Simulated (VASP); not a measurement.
# Geometry relaxation of TiSe₂ (part 3 of 3)

Continued. System: TiSe₂ (P-3m1, 3 atoms in the cell). Method: Kohn-Sham DFT of a periodic cell, LDA, VASP PAW LDA potentials, recommended, no spin polarisation (VASP 6.6.1); cutoff 600 eV, 12×12×6 k-mesh, methfessel-paxton of 0.1 eV. The structure derives from an entry of the Crystallography Open Database.

Geometry of the input (Å; fractional positions):
```
3.5360  0.0000  0.0000
-1.7680  3.0623  0.0000
0.0000  0.0000  6.0040
Ti 0.0000  0.0000  0.0000
Se 0.3333  0.6667  0.2552
Se 0.6667  0.3333  0.7448
```

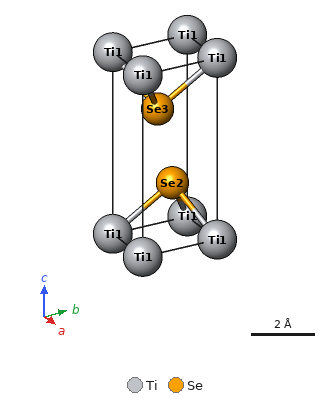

*The geometry at step 5 of the log (ball-and-stick view of the cell of the calculation, seen slightly off an axis; atoms are numbered from 1 in the order of the input).*

## Parts of OUTCAR, continued
```
------------------------ aborting loop because EDIFF is reached ----------------------------------------

  FORCE on cell =-STRESS in cart. coord.  units (eV):
  Direction    XX          YY          ZZ          XY          YZ          ZX
  --------------------------------------------------------------------------------------
  -------------------------------------------------------------------------------------
  Total       -0.3199905     -0.3199905     -0.3289487     -0.0000000     -0.0000000      0.0000000
  in kB       -8.5794017     -8.5794017     -8.8195828     -0.0000000     -0.0000000      0.0000000
  external PRESSURE =      -8.6594620 kB  Pullay stress =       0.0000000 kB

 VOLUME and BASIS-vectors are now :
 -----------------------------------------------------------------------------
  energy-cutoff  :      600.00
  volume of cell :       59.76
      direct lattice vectors                 reciprocal lattice vectors
     3.451405989  0.000000000 -0.000000000     0.289736995  0.167279732 -0.000000000
    -1.725702994  2.989005265  0.000000000    -0.000000000  0.334559464 -0.000000000
     0.000000000  0.000000000  5.792525836     0.000000000  0.000000000  0.172636261

 POSITION                                       TOTAL-FORCE (eV/Angst)
 -----------------------------------------------------------------------------------
     -1.72570      2.98901      0.00000        -0.000000     -0.000000      0.000000
     -0.00000      1.99267      1.54614         0.000000     -0.000000     -0.128249
      1.72570      0.99634      4.24639        -0.000000      0.000000      0.128249
 -----------------------------------------------------------------------------------
    total drift:                               -0.000000      0.000000      0.000000

  FREE ENERGIE OF THE ION-ELECTRON SYSTEM (eV)
  ---------------------------------------------------
  free  energy   TOTEN  =       -20.3383069355 eV

  energy  without entropy=      -20.3382428507  energy(sigma->0) =      -20.33828557

--------------------------------------- Ionic step       10  -------------------------------------------

 number of electron      24.0000000 magnetization

------------------------ aborting loop because EDIFF is reached ----------------------------------------

  FORCE on cell =-STRESS in cart. coord.  units (eV):
  Direction    XX          YY          ZZ          XY          YZ          ZX
  --------------------------------------------------------------------------------------
  -------------------------------------------------------------------------------------
  Total        0.0062415      0.0062415     -0.0307134      0.0000000      0.0000000      0.0000000
  in kB        0.1681962      0.1681962     -0.8276675      0.0000000      0.0000000      0.0000000
  external PRESSURE =      -0.1637584 kB  Pullay stress =       0.0000000 kB

 VOLUME and BASIS-vectors are now :
 -----------------------------------------------------------------------------
  energy-cutoff  :      600.00
  volume of cell :       59.45
      direct lattice vectors                 reciprocal lattice vectors
     3.440230561  0.000000000 -0.000000000     0.290678192  0.167823132 -0.000000000
    -1.720115281  2.979327061  0.000000000    -0.000000000  0.335646265 -0.000000000
     0.000000000  0.000000000  5.800646066     0.000000000  0.000000000  0.172394590

 POSITION                                       TOTAL-FORCE (eV/Angst)
 -----------------------------------------------------------------------------------
      0.00000      0.00000     -0.00000         0.000000     -0.000000      0.000000
     -0.00000      1.98622      1.54072        -0.000000     -0.000000     -0.006247
      1.72012      0.99311      4.25992         0.000000      0.000000      0.006247
 -----------------------------------------------------------------------------------
    total drift:                               -0.000000      0.000000     -0.000000

  FREE ENERGIE OF THE ION-ELECTRON SYSTEM (eV)
  ---------------------------------------------------
  free  energy   TOTEN  =       -20.3401089740 eV

  energy  without entropy=      -20.3400298793  energy(sigma->0) =      -20.34008261

--------------------------------------- Ionic step       11  -------------------------------------------

 number of electron      24.0000000 magnetization

 Free energy of the ion-electron system (eV)
  ---------------------------------------------------
  ext. energy  EPLUGINS =         0.00000000
  ---------------------------------------------------
  free energy    TOTEN  =       -20.34010887 eV

  energy without entropy =      -20.34002814  energy(sigma->0) =      -20.34008196

 E-fermi :   5.6925     XC(G=0): -10.7419     alpha+bet :-12.0772

 val. band max:        5.6812254419   @ k =   0.0000   0.3333   0.1667
 cond. band min:       5.6975093171   @ k =   0.5000   0.0000   0.1667
 fundamental gap:      0.0162838752
 Fermi energy:         5.6925413679

 k-point     1 :       0.0000    0.0000    0.0000
  band No.  band energies     occupation
      1     -50.9887      2.00000
      2     -27.6309      2.00000
      3     -27.6015      2.00000
      4     -27.6015      2.00000
      5      -8.6916      2.00000
      6      -6.9632      2.00000
      7      -0.1716      2.00000
      8       3.4350      2.00000
      9       3.4350      2.00000
     10       6.1636     -0.00000
     11       6.2171     -0.00000
     12       6.2171     -0.00000
     13       6.2335     -0.00000
     14       6.4272     -0.00000
     15       6.4272     -0.00000
     16       9.1627      0.00000

 k-point     2 :       0.0833    0.0000    0.0000
  band No.  band energies     occupation
      1     -50.9879      2.00000
      2     -27.6290      2.00000
      3     -27.6101      2.00000
      4     -27.6034      2.00000
      5      -8.6065      2.00000
      6      -6.9343      2.00000
      7      -0.0611      2.00000
      8       3.2338      2.00000
      9       3.4581      2.00000
     10       5.3979      2.00025
     11       5.7389      0.30060
     12       6.0908     -0.00000
     13       6.1985     -0.00000
     14       6.7127     -0.00000
     15       6.8189     -0.00000
     16       8.9713      0.00000

 k-point     3 :       0.1667    0.0000    0.0000
  band No.  band energies     occupation
      1     -50.9857      2.00000
      2     -27.6337      2.00000
      3     -27.6236      2.00000
      4     -27.6087      2.00000
      5      -8.3604      2.00000
      6      -6.8549      2.00000
      7       0.2604      2.00000
      8       2.7603      2.00000
      9       3.5109      2.00000
     10       4.0845      2.00000
     11       5.1958      2.00000
     12       5.6640      1.46258
     13       6.1024     -0.00000
     14       6.9212     -0.00000
     15       7.0984     -0.00000
     16       8.9683      0.00000

 k-point     4 :       0.2500    0.0000    0.0000
  band No.  band energies     occupation
      1     -50.9826      2.00000
      2     -27.6656      2.00000
      3     -27.6164      2.00000
      4     -27.6158      2.00000
      5      -7.9833      2.00000
      6      -6.7484      2.00000
      7       0.7604      2.00000
      8       2.1329      2.00000
      9       2.8422      2.00000
     10       3.5491      2.00000
     11       4.7559      2.00000
     12       4.8971      2.00000
     13       5.9709     -0.00060
     14       7.1617     -0.00000
     15       7.1822     -0.00000
     16       9.2500      0.00000

 k-point     5 :       0.3333    0.0000    0.0000
  band No.  band energies     occupation
      1     -50.9796      2.00000
      2     -27.6973      2.00000
      3     -27.6230      2.00000
      4     -27.6092      2.00000
      5      -7.5325      2.00000
      6      -6.6568      2.00000
      7       1.2173      2.00000
      8       1.3745      2.00000
      9       2.1802      2.00000
     10       3.5294      2.00000
     11       4.0737      2.00000
     12       4.4721      2.00000
     13       5.8448     -0.05326
     14       7.1997     -0.00000
     15       7.4242     -0.00000
     16       9.3732      0.00000

 [... the levels of 18 k-points are left out ...]

 k-point    24 :       0.0000    0.1667    0.1667
  band No.  band energies     occupation
      1     -50.9857      2.00000
      2     -27.6337      2.00000
      3     -27.6237      2.00000
      4     -27.6087      2.00000
      5      -8.2863      2.00000
      6      -6.9786      2.00000
      7       0.4882      2.00000
      8       2.8222      2.00000
      9       3.4608      2.00000
     10       3.7914      2.00000
     11       5.2947      2.00000
     12       5.4020      2.00031
     13       6.1611     -0.00000
     14       7.2030     -0.00000
     15       7.3244     -0.00000
     16       8.7828      0.00000

 [... further k-points ...]

------------------------ aborting loop because EDIFF is reached ----------------------------------------

  FORCE on cell =-STRESS in cart. coord.  units (eV):
  Direction    XX          YY          ZZ          XY          YZ          ZX
  --------------------------------------------------------------------------------------
  -------------------------------------------------------------------------------------
  Total        0.0113439      0.0113439     -0.0169518     -0.0000000     -0.0000000      0.0000000
  in kB        0.3057155      0.3057155     -0.4568446     -0.0000000     -0.0000000      0.0000000
  external PRESSURE =       0.0515288 kB  Pullay stress =       0.0000000 kB

 VOLUME and BASIS-vectors are now :
 -----------------------------------------------------------------------------
  energy-cutoff  :      600.00
  volume of cell :       59.45
      direct lattice vectors                 reciprocal lattice vectors
     3.440102703  0.000000000 -0.000000000     0.290688996  0.167829370 -0.000000000
    -1.720051351  2.979216332  0.000000000    -0.000000000  0.335658740 -0.000000000
     0.000000000  0.000000000  5.800738969     0.000000000  0.000000000  0.172391829

 POSITION                                       TOTAL-FORCE (eV/Angst)
 -----------------------------------------------------------------------------------
      0.00000      0.00000     -0.00000        -0.000000     -0.000000      0.000000
     -0.00000      1.98614      1.54066         0.000000     -0.000000     -0.004973
      1.72005      0.99307      4.26008        -0.000000      0.000000      0.004973
 -----------------------------------------------------------------------------------
    total drift:                               -0.000000      0.000000      0.000000

  FREE ENERGIE OF THE ION-ELECTRON SYSTEM (eV)
  ---------------------------------------------------
  free  energy   TOTEN  =       -20.3401088682 eV

  energy  without entropy=      -20.3400281369  energy(sigma->0) =      -20.34008196

 reached required accuracy - stopping structural energy minimisation
```

## CONTCAR
```
TiSe2
   1.00000000000000
     3.4401027028333147    0.0000000000000000   -0.0000000000000000
    -1.7200513514166573    2.9792163322979039    0.0000000000000000
     0.0000000000000000    0.0000000000000000    5.8007389694248852
  Ti              Se
     1     2
Direct
     0.0000000000000000    0.0000000000000000    0.0000000000000000
     0.3333333332999970    0.6666666667000030    0.2655976677435544
     0.6666666667000030    0.3333333332999970    0.7344023322564457

  0.00000000E+00  0.00000000E+00  0.00000000E+00
  0.00000000E+00  0.00000000E+00  0.00000000E+00
  0.00000000E+00  0.00000000E+00  0.00000000E+00
```

## Trajectory as extended XYZ (Å, eV, eV/Å), 11 frames, from step=0 to step=10
```
3
Lattice="3.5360 0.0000 0.0000 -1.7680 3.0623 0.0000 0.0000 0.0000 6.0040" Properties=species:S:1:pos:R:3:forces:R:3 step=0 energy=-20.27174
Ti    0.0000    0.0000    0.0000    0.0000   0.0000   0.0000
Se    0.0000    2.0415    1.5322    0.0000   0.0000  -0.2554
Se    1.7680    1.0208    4.4718    0.0000   0.0000   0.2554
3
Lattice="3.4238 0.0000 0.0000 -1.7119 2.9651 -0.0000 0.0000 -0.0000 5.8527" Properties=species:S:1:pos:R:3:forces:R:3 step=1 energy=-20.28147
Ti    3.4238    0.0000    0.0000    0.0000   0.0000   0.0000
Se    0.0000    1.9767    1.4816    0.0000   0.0000   0.8432
Se    1.7119    0.9884    4.3711    0.0000   0.0000  -0.8432
3
Lattice="3.4756 0.0000 0.0000 -1.7378 3.0100 -0.0000 0.0000 -0.0000 5.9226" Properties=species:S:1:pos:R:3:forces:R:3 step=2 energy=-20.31933
Ti   -1.7378    3.0100    5.9226    0.0000   0.0000   0.0000
Se    0.0000    2.0066    1.5050    0.0000   0.0000   0.2952
Se    1.7378    1.0033    4.4175    0.0000   0.0000  -0.2952
3
Lattice="3.4590 0.0000 -0.0000 -1.7295 2.9956 0.0000 0.0000 0.0000 5.9333" Properties=species:S:1:pos:R:3:forces:R:3 step=3 energy=-20.32726
Ti    0.0000    0.0000    0.0000    0.0000   0.0000   0.0000
Se    0.0000    1.9971    1.5201    0.0000   0.0000   0.2094
Se    1.7295    0.9985    4.4132    0.0000   0.0000  -0.2094
3
Lattice="3.4232 0.0000 -0.0000 -1.7116 2.9645 0.0000 0.0000 0.0000 5.9566" Properties=species:S:1:pos:R:3:forces:R:3 step=4 energy=-20.33219
Ti   -1.7116    2.9645    0.0000    0.0000   0.0000   0.0000
Se    0.0000    1.9764    1.5528    0.0000   0.0000   0.0191
Se    1.7116    0.9882    4.4038    0.0000   0.0000  -0.0191
3
Lattice="3.4308 0.0000 -0.0000 -1.7154 2.9712 0.0000 0.0000 0.0000 5.9516" Properties=species:S:1:pos:R:3:forces:R:3 step=5 energy=-20.33258
Ti    0.0000    0.0000    0.0000    0.0000   0.0000   0.0000
Se    0.0000    1.9808    1.5459    0.0000   0.0000   0.0610
Se    1.7154    0.9904    4.4058    0.0000   0.0000  -0.0610
3
Lattice="3.4316 0.0000 -0.0000 -1.7158 2.9718 0.0000 0.0000 0.0000 5.9150" Properties=species:S:1:pos:R:3:forces:R:3 step=6 energy=-20.33538
Ti   -1.7158    2.9718    0.0000    0.0000   0.0000   0.0000
Se    0.0000    1.9812    1.5439    0.0000   0.0000   0.0639
Se    1.7158    0.9906    4.3711    0.0000   0.0000  -0.0639
3
Lattice="3.4338 0.0000 -0.0000 -1.7169 2.9738 0.0000 0.0000 0.0000 5.8053" Properties=species:S:1:pos:R:3:forces:R:3 step=7 energy=-20.33950
Ti    0.0000    0.0000    0.0000    0.0000   0.0000   0.0000
Se    0.0000    1.9825    1.5376    0.0000   0.0000   0.0649
Se    1.7169    0.9913    4.2676    0.0000   0.0000  -0.0649
3
Lattice="3.4514 0.0000 -0.0000 -1.7257 2.9890 0.0000 0.0000 0.0000 5.7925" Properties=species:S:1:pos:R:3:forces:R:3 step=8 energy=-20.33831
Ti   -1.7257    2.9890    0.0000    0.0000   0.0000   0.0000
Se    0.0000    1.9927    1.5461    0.0000   0.0000  -0.1282
Se    1.7257    0.9963    4.2464    0.0000   0.0000   0.1282
3
Lattice="3.4402 0.0000 -0.0000 -1.7201 2.9793 0.0000 0.0000 0.0000 5.8006" Properties=species:S:1:pos:R:3:forces:R:3 step=9 energy=-20.34011
Ti    0.0000    0.0000    0.0000    0.0000   0.0000   0.0000
Se    0.0000    1.9862    1.5407    0.0000   0.0000  -0.0062
Se    1.7201    0.9931    4.2599    0.0000   0.0000   0.0062
3
Lattice="3.4401 0.0000 -0.0000 -1.7201 2.9792 0.0000 0.0000 0.0000 5.8007" Properties=species:S:1:pos:R:3:forces:R:3 step=10 energy=-20.34011
Ti    0.0000    0.0000    0.0000    0.0000   0.0000   0.0000
Se    0.0000    1.9861    1.5407    0.0000   0.0000  -0.0050
Se    1.7201    0.9931    4.2601    0.0000   0.0000   0.0050
```
